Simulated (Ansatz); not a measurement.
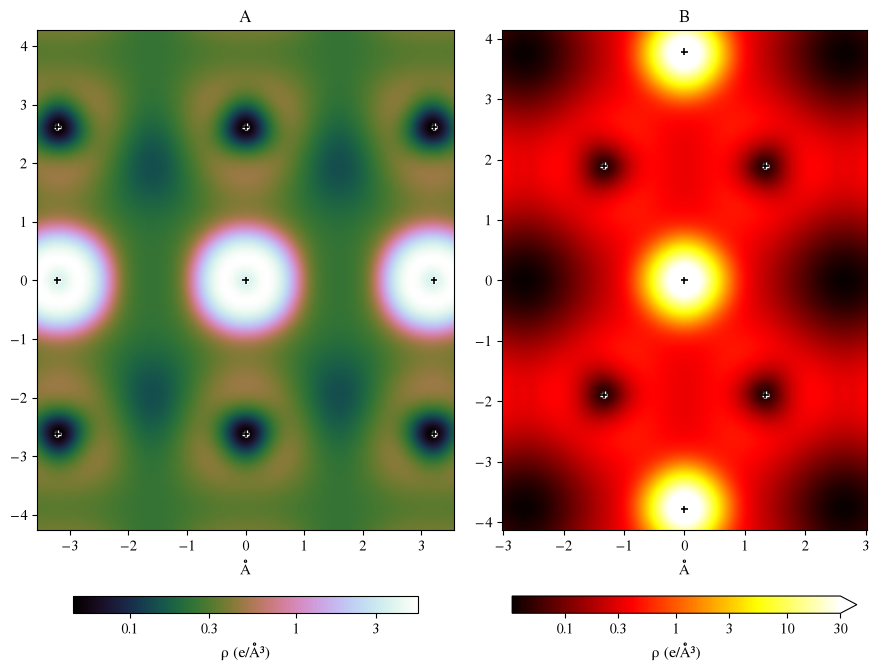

The valence charge density (pseudo) of 2 systems, each on a plane through atoms (crosses mark nuclei in the plane).

Level of theory: Kohn-Sham DFT of a periodic cell, PBEsol, Ansatz PAW (Ansatz).

System 1: Si₂W, the (010) plane of the conventional cell. Space group I4/mmm.

```
CELL_PARAMETERS angstrom
3.21380 0.00000 0.00000
0.00000 3.21380 0.00000
0.00000 0.00000 7.82990
ATOMIC_POSITIONS crystal
W 0.00000 0.00000 0.00000
W 0.50000 0.50000 0.50000
Si 0.00000 0.00000 0.66530
Si 0.50000 0.50000 0.16530
Si 0.00000 0.00000 0.33470
Si 0.50000 0.50000 0.83470
```

System 2: CoSi₂, the (110) plane of the conventional cell. Space group Fm-3m; computed pressure about −4 GPa in this cell; the program warned that a starting moment wasn't kept; spin-polarised, but the moments vanished.

```
CELL_PARAMETERS angstrom
5.35600 0.00000 0.00000
0.00000 5.35600 0.00000
0.00000 0.00000 5.35600
ATOMIC_POSITIONS crystal
Co 0.00000 0.00000 0.00000
Co 0.50000 0.50000 0.00000
Co 0.50000 0.00000 0.50000
Co 0.00000 0.50000 0.50000
Si 0.75000 0.25000 0.25000
Si 0.25000 0.75000 0.25000
Si 0.25000 0.25000 0.75000
Si 0.75000 0.75000 0.75000
Si 0.25000 0.25000 0.25000
Si 0.75000 0.75000 0.25000
Si 0.75000 0.25000 0.75000
Si 0.25000 0.75000 0.75000
```

Question: Which map belongs to which system?

Answer: Panel A is system 1, Si₂W: the plane holds W and Si. Si–W (2.62 Å): ρ is about 0.42 e/Å³ halfway. Panel B is system 2, CoSi₂: the plane holds Co and Si. Co–Si (2.32 Å): ρ is about 0.49 e/Å³ halfway.
